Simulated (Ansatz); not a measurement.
# ZrC/BP/Sc: predicting the conductance of a thicker barrier

Set-up. Ansatz 0.2.0, plane waves with PAW datasets, PBE. Interfaces are relaxed in a short slab (with D3(BJ) where the barrier is layered), set between ideal electrode layers that go on as semi-infinite leads, and the zero-bias conductance G at 300 K comes from T(E) on a typed mesh. The error is the largest of the program's estimates from energy step, mesh, the leads' potential steps and neutrality; its separate bound for narrow resonances between the energies solved isn't counted and can be far larger. The lower electrode is ZrC (rock salt 111), the upper Sc (hcp 0001) and the barrier BP (zinc blende 111), on a net of side 3.33 Å; d is the distance between the electrodes' last planes.

What is known so far:

```
planes in the barrier  d (Å)  G (S/m²)  error (%)  lead step (meV)
                    4   8.27   2.09e13         50               21
                    6  10.92   7.07e12         65               22
                    8  13.57   4.32e12         53               22
                   10  16.22   1.54e12         50               22
```

**Question.** A further run has 12 planes, d = 18.86 Å. Fit G ∝ exp(−βd) to the rows shown and predict its conductance.

A: Take y = ln G: 30.67, 29.59, 29.10 and 28.07. The means are d = 12.24 Å and y = 29.35; Σ(Δd Δy) = −11.01 and Σ(Δd)² = 35.11, so the slope is −0.314 Å⁻¹ (β = 0.314 Å⁻¹). At d = 18.86 Å, y = 29.35 − 0.314 × 6.62 = 27.28, or G = 7.04e11 S/m².

What the calculation gave: The run gave 4.17e11 S/m², with an error estimate of 46 % and a lead step of 22 meV. The prediction is 1.69 times that, too high by 69 %. That lies within the runs' own error estimates, carried through the fit.

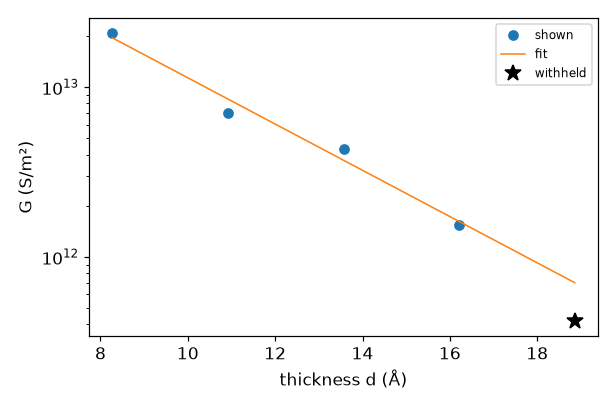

Fit and withheld run.

Caveats: The interfaces are ideal, one cell wide, strained to a common net and relaxed from one registry with their symmetry kept. PBE's gaps are too small, so true decay constants are likely larger where the Fermi level lies deep in a gap. No spin-orbit coupling, phonons, disorder or image charges enter. The rows shown are chosen by tests on error estimates (under 100 to 120 %), lead steps (under 150 meV, though the program warns over 25), intact interfaces and, for fits, a steady trend in the rows shown; the data set holds 414 series of this kind, and not all pass.

[Logs are printed without paths, hosts, clocks, repeated set-up lines and the standing remarks that a program may print on its own settings, such as how far it seeks lower states.]
